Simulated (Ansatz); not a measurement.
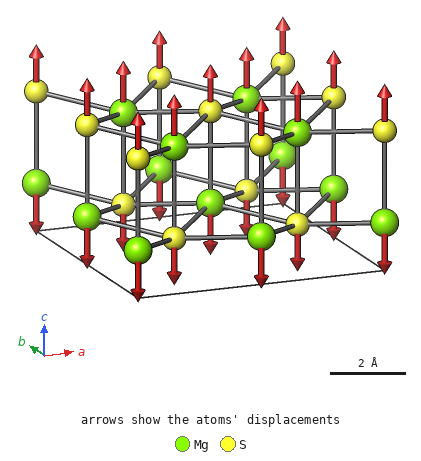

One vibrational mode of a free-standing layer of MgS (a generated structure) at the zone centre. The red arrows are the displacements of the atoms (eigenvector over the root of the mass), of arbitrary overall length and sign. The picture is a ball-and-stick view of the 2 × 2 repeat of the cell, outlined in the plane, without the vacuum, seen slightly off an axis.

Level of theory: DFT PBE+D3(BJ), scalar-relativistic, plane waves, PAW (Ansatz). Settings: plane-wave cutoff 420 eV; k-point mesh 6 × 6 × 1; occupations fixed; no spin polarisation.

Frequencies are those without the non-analytic (LO–TO) term.

**Describe the mode and give its frequency.**

This is the A₁g mode at 248 cm⁻¹, optical level 3 of 6, counted from below, Raman-active by symmetry. All motion is along c of the drawn cell; atoms of one kind move against one another, with no net shift of any sublattice; of the bonds it mainly stretches Mg–S, all in phase; the kinetic energy is shared as S 52 %, Mg 48 %.
